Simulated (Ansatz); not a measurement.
Ti: single-point calculation (part 1 of 2)

Ti (27 atoms in the cell), computed with DFT PBE, scalar-relativistic, plane waves, PAW, no spin polarisation (Ansatz 0.2.0).

The structure derives from an entry of the Crystallography Open Database. It belongs to a series of runs on one base structure; here: the perfect crystal in a cell of 27 atoms.

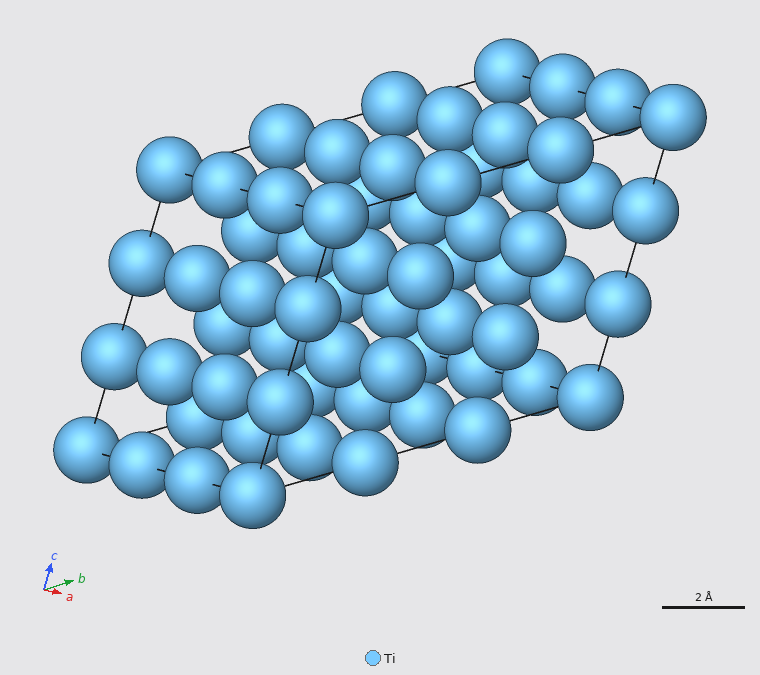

The structure (spheres-only view of the cell of the calculation, seen slightly off an axis). An atom can appear more than once, as a periodic image.

### The input
```yaml
crystal:
  lattice:
    - [0.0, 6.1680525689, -6.1680525689]
    - [-6.1680525689, 0.0, -6.1680525689]
    - [-6.1680525689, 6.1680525689, 0.0]
  atoms:
    - { symbol: Ti, position: [0.6666666667, 0.6666666667, 0.0] }
    - { symbol: Ti, position: [0.3333333333, 0.6666666667, 0.0] }
    - { symbol: Ti, position: [0.6666666667, 0.3333333333, 0.0] }
    - { symbol: Ti, position: [0.0, 0.6666666667, 0.0] }
    - { symbol: Ti, position: [0.3333333333, 0.3333333333, 0.0] }
    - { symbol: Ti, position: [0.6666666667, 0.0, 0.0] }
    - { symbol: Ti, position: [0.0, 0.3333333333, 0.0] }
    - { symbol: Ti, position: [0.3333333333, 0.0, 0.0] }
    - { symbol: Ti, position: [0.0, 0.0, 0.0] }
    - { symbol: Ti, position: [0.6666666667, 0.6666666667, 0.3333333333] }
    - { symbol: Ti, position: [0.3333333333, 0.6666666667, 0.3333333333] }
    - { symbol: Ti, position: [0.6666666667, 0.3333333333, 0.3333333333] }
    - { symbol: Ti, position: [0.0, 0.6666666667, 0.3333333333] }
    - { symbol: Ti, position: [0.3333333333, 0.3333333333, 0.3333333333] }
    - { symbol: Ti, position: [0.6666666667, 0.0, 0.3333333333] }
    - { symbol: Ti, position: [0.0, 0.3333333333, 0.3333333333] }
    - { symbol: Ti, position: [0.3333333333, 0.0, 0.3333333333] }
    - { symbol: Ti, position: [0.0, 0.0, 0.3333333333] }
    - { symbol: Ti, position: [0.6666666667, 0.6666666667, 0.6666666667] }
    - { symbol: Ti, position: [0.3333333333, 0.6666666667, 0.6666666667] }
    - { symbol: Ti, position: [0.6666666667, 0.3333333333, 0.6666666667] }
    - { symbol: Ti, position: [0.0, 0.6666666667, 0.6666666667] }
    - { symbol: Ti, position: [0.3333333333, 0.3333333333, 0.6666666667] }
    - { symbol: Ti, position: [0.6666666667, 0.0, 0.6666666667] }
    - { symbol: Ti, position: [0.0, 0.3333333333, 0.6666666667] }
    - { symbol: Ti, position: [0.3333333333, 0.0, 0.6666666667] }
    - { symbol: Ti, position: [0.0, 0.0, 0.6666666667] }
basis:
  ecutwfc: 420
  xc_grid: 2
kpoints:
  mp_grid: { grid: [4, 4, 4], shift: [0.0, 0.0, 0.0] }
hamiltonian:
  xc: pbe
scf:
  occupations: { method: gaussian, width: 0.1 }
output:
  forces: true
  stress: true
  eigenvalues: true
  write_density: true
  write_potential: true
  elf: true
  volumetric_format: npy
```

Run on 4 threads of Arm Neoverse V2, 24 GiB of memory available, shared host.

Command:
```bash
ansatz run input.yaml --threads 4 --pin off --max-ram 10240MiB --backend cpu --events-out ev --progress --plain --runs-dir out
```

### The program's output
```
Engine: ansatz 0.2.0, aarch64-unknown-linux-gnu
Pseudopotentials: kind: paw
Pseudopotential: Ti, paw, valence charge 12, recommended cutoff 420 eV (normal), Ti.paw.azcp
Functional definition: PBE
  parameter kappa = 0.804
  parameter beta = 0.06672455060314922
  exchange = pbe_x(kappa = kappa, mu = beta*pi^2/3)
  correlation = pbe_c(beta = beta)
Crystal: 27 atoms, lattice volume = 469.326 Å³
Basis set: ecut = 420 eV, 9257 PW (Γ), exchange–correlation on 120×120×120 points (8 copies of the dense FFT grid, shifted against one another)
Bands: 195, of which v1, the nominal top of the filled ones, is band 162 counted from 1 (161 counted from 0)
Symmetry: 1296 space group operations
Space group: Fm-3m (ITA 225), of the structure as read, at distance tolerance 7.8e-5 Å
k-points: 8 of 64
Non-local potential: Ti, projectors of the file, l = 0: 3, l = 1: 2, l = 2: 3, l = 3: 1
PAW form: soft (Blöchl's): semilocal exchange-correlation on the pseudo side does not see the compensation charge
PAW one-centre angular grid: Ti, 590 points (default); XC on 64 Gauss nodes
Initial density: superposition of atomic densities (neutral atoms: chi_scale 0, normalization atom), corrected by the library's trained network
Initial wavefunctions: pseudopotential atomic-orbital guess
Functional: x = pbe(κ = 0.804, μ = 0.2195149727645171), c = pbe(β = 0.06672455060314922)
SCF iter   1: F=—  HF=-67489.529204 eV  |F-HF|=—  |Δ(HF+E_count)|=         —  Δρ=2.22e-3  dr2=6.68e-3  ethr=1.77e-3  ⟨swp⟩=5.2  Hψ=5874  notcnv=0
preconditioner: auto → Kerker (q_TF=auto, 2.565 Å⁻¹)  [metal: Δε(μ)=0.022 eV  Ē_g=2.296 eV  σ=0.100 eV  W_gap=0.13  n_scr=136 (ndim 8)  ℏωp=17.8 eV  f_vac=0.000  D(μ)=54.54/eV (n_scr^D=748)]
SCF iter   2: F=—  HF=-67489.524692 eV  |F-HF|=—  |Δ(HF+E_count)|=   4.51e-3  Δρ=1.30e-3  dr2=3.80e-3  ethr=2.06e-6  ⟨swp⟩=2.5  Hψ=3350  notcnv=0  defer=3
SCF iter   3: F=—  HF=-67489.528038 eV  |F-HF|=—  |Δ(HF+E_count)|=   3.35e-3  Δρ=3.76e-4  dr2=3.91e-4  ethr=1.17e-6  ⟨swp⟩=2.0  Hψ=2569  notcnv=0  defer=3
SCF iter   4: F=—  HF=-67489.527939 eV  |F-HF|=—  |Δ(HF+E_count)|=   9.90e-5  Δρ=1.44e-4  dr2=6.45e-5  ethr=1.21e-7  ⟨swp⟩=3.5  Hψ=3342  notcnv=0  defer=3
SCF iter   5: F=—  HF=-67489.527904 eV  |F-HF|=—  |Δ(HF+E_count)|=   3.43e-5  Δρ=3.68e-5  dr2=5.37e-6  ethr=1.99e-8  ⟨swp⟩=2.6  Hψ=2476  notcnv=0  defer=3
SCF iter   6: F=—  HF=-67489.527904 eV  |F-HF|=—  |Δ(HF+E_count)|=   8.14e-7  Δρ=5.06e-6  dr2=1.01e-7  ethr=1.66e-9  ⟨swp⟩=2.5  Hψ=2460  notcnv=0  defer=3
SCF iter   7: F=-67489.527904 eV  HF=-67489.527904 eV  |F-HF|=8.88e-10  |Δ(HF+E_count)|=   2.12e-9  Δρ=6.68e-7  dr2=8.75e-10  ethr=3.09e-11  ⟨swp⟩=12.8  Hψ=8539  notcnv=0
SCF 1 converged in 7 iterations: F = -67489.527904 eV  dr2 = 8.75e-10
  greatest PAW one-centre occupation: 0.999 electrons in one spin orbital (limit 2), on the Ti atom at site 26 (counted from 0), in its partial waves of l = 0
```

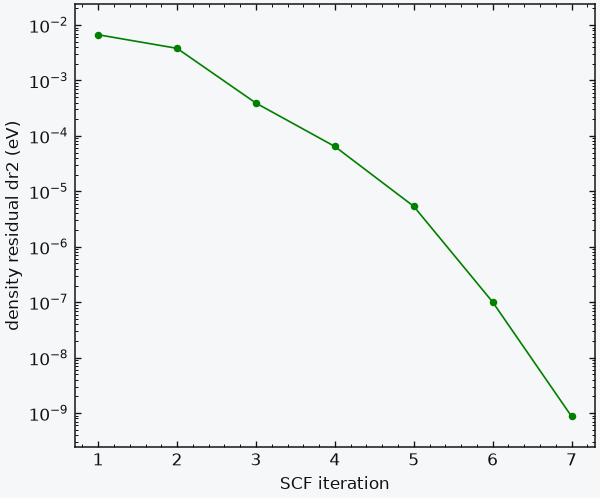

Convergence of the self-consistent field: density residual dr2 against the SCF iteration. The residual falls at every step.

```
SCF converged after 7 iterations
Free energy (F): -67489.527904 eV
Harris-Foulkes:  -67489.527904 eV  (|F-HF|=8.88e-10)
Internal energy: -67489.253868 eV  (E = F + TS)
E sigma→0 (E₀):  -67489.390886 eV
Entropy (-TS):   -0.274035 eV (-10.149 meV/atom)
Fermi energy:    13.259293 eV
--- Per-component energies (eV) ---
  E_band       = -4247.340037
  E_kinetic    = 7356.979494
  E_local      = -21957.937202  (includes V_loc(G=0)·N_el)
  E_nonlocal   = 219.669376
  E_hartree    = 9020.254969
  E_xc         = -2630.865439
  E_vxc        = -3291.328962  (∫ρ·V_xc dr)
  E_paw        = -28285.650370  (= ΣΔE_a)
  E_vpaw       = -4615.235286  (= ΣTr[D̂ρ^β])
  E_aug_tail   = 0.002812  (compensation charges beyond the density's cutoff)
  E_ewald      = -31211.707508
  E_smearing   = -0.274035  (= −TS)
  E_closure    = 0.000000  (closes the sum)
  Σ components = -67489.527904   (vs F -67489.527904, Δ=0.00e0)
--- Forces (eV/Å), atoms counted from 1 ---
  atom   1  Ti     0.00000000    -0.00000000    -0.00000000
  atom   2  Ti     0.00000000    -0.00000000    -0.00000000
  atom   3  Ti     0.00000000    -0.00000000     0.00000000
  atom   4  Ti     0.00000000    -0.00000000     0.00000000
  atom   5  Ti    -0.00000000     0.00000000     0.00000000
  atom   6  Ti     0.00000000     0.00000000    -0.00000000
  atom   7  Ti     0.00000000    -0.00000000     0.00000000
  atom   8  Ti     0.00000000    -0.00000000    -0.00000000
  atom   9  Ti     0.00000000    -0.00000000    -0.00000000
  atom  10  Ti    -0.00000000    -0.00000000     0.00000000
  atom  11  Ti    -0.00000000     0.00000000     0.00000000
  atom  12  Ti    -0.00000000    -0.00000000    -0.00000000
  atom  13  Ti    -0.00000000    -0.00000000     0.00000000
  atom  14  Ti    -0.00000000     0.00000000    -0.00000000
  atom  15  Ti    -0.00000000     0.00000000    -0.00000000
  atom  16  Ti     0.00000000    -0.00000000    -0.00000000
  atom  17  Ti    -0.00000000     0.00000000    -0.00000000
  atom  18  Ti    -0.00000000     0.00000000    -0.00000000
  atom  19  Ti     0.00000000    -0.00000000     0.00000000
  atom  20  Ti    -0.00000000    -0.00000000     0.00000000
  atom  21  Ti    -0.00000000    -0.00000000    -0.00000000
  atom  22  Ti    -0.00000000     0.00000000     0.00000000
  atom  23  Ti    -0.00000000     0.00000000     0.00000000
  atom  24  Ti     0.00000000    -0.00000000     0.00000000
  atom  25  Ti    -0.00000000    -0.00000000    -0.00000000
  atom  26  Ti     0.00000000     0.00000000     0.00000000
  atom  27  Ti    -0.00000000    -0.00000000    -0.00000000
  max |Σ_I F_I| component: 5.79e-27 eV/Å
--- Stress (GPa, compression-positive) ---
        0.047815       0.000000      -0.000000
       -0.000000       0.047815      -0.000000
        0.000000       0.000000       0.047815
  P = ⅓ Tr σ = 0.0478 GPa (0.478 kbar)
--- Band table (eV; the first three rows and the last of 8) ---
  k-point 0: bands = ["-43.4161", "-43.3243", "-43.3243", "-43.3243", "-43.3243", "-43.3243", "-43.3243", "-43.3243", "-43.3243", "-43.2943", "-43.2943", "-43.2943", "-43.2943", "-43.2943", "-43.2943", "-43.2632", "-43.2632", "-43.2632", "-43.2632", "-43.2632", "-43.2632", "-43.2632", "-43.2632", "-43.2632", "-43.2632", "-43.2632", "-43.2632", "-19.7978", "-19.7978", "-19.7978", "-19.7978", "-19.7978", "-19.7978", "-19.7978", "-19.7978", "-19.7697", "-19.7697", "-19.7697", "-19.7697", "-19.7697",
      "-19.7697", "-19.7393", "-19.7393", "-19.7393", "-19.7393", "-19.7393", "-19.7393", "-19.7393", "-19.7393", "-19.7393", "-19.7393", "-19.7393", "-19.7393", "-19.7334", "-19.7334", "-19.7334", "-19.7334", "-19.7334", "-19.7334", "-19.7334", "-19.7334", "-19.7334", "-19.7334", "-19.7334", "-19.7334", "-19.4682", "-19.4682", "-19.4682", "-19.4682", "-19.4682", "-19.4682", "-19.4682", "-19.4682", "-19.4682", "-19.4682", "-19.4682", "-19.4682", "-19.4448", "-19.4448", "-19.4448",
      "-19.4448", "-19.4448", "-19.4448", "-19.4448", "-19.4448", "-19.4448", "-19.4448", "-19.4448", "-19.4448", "-19.3561", "-19.3561", "-19.3561", "-19.3561", "-19.3561", "-19.3561", "-19.3561", "-19.3561", "-19.3561", "-19.3561", "-19.3561", "-19.3561", "-19.3561", "-19.3561", "-19.3561", "-19.3561", "-19.2914", "-19.2914", "-19.2914", "7.1813", "9.9160", "9.9160", "9.9160", "9.9160", "9.9160", "9.9160", "9.9160", "9.9160", "10.4210", "10.4210", "10.4210",
      "10.4210", "10.4210", "10.4210", "12.0737", "12.0737", "12.0737", "12.0737", "12.0737", "12.0737", "12.0737", "12.0737", "12.0737", "12.0737", "12.0737", "12.0737", "12.0821", "12.0821", "12.0821", "12.0821", "12.0821", "12.0821", "12.0952", "12.0952", "12.0952", "12.0952", "12.0952", "12.0952", "12.0952", "12.0952", "12.0952", "12.0952", "12.0952", "12.0952", "13.2448", "13.2448", "13.2448", "13.2448", "13.2448", "13.2448", "13.2448",
      "13.2448", "13.3982", "13.3982", "13.3982", "13.3982", "13.3982", "13.3982", "13.3982", "13.3982", "13.3982", "13.3982", "13.3982", "13.3982", "14.1287", "14.1287", "14.1287", "14.2338", "14.2338", "14.2338", "14.2338", "14.2338", "14.2338", "14.2338", "14.2338", "14.2338", "14.2338", "14.2338", "14.2338", "14.2338", "14.2338", "14.2338", "14.2338", "14.4446", "14.4446", "14.4446"]
```
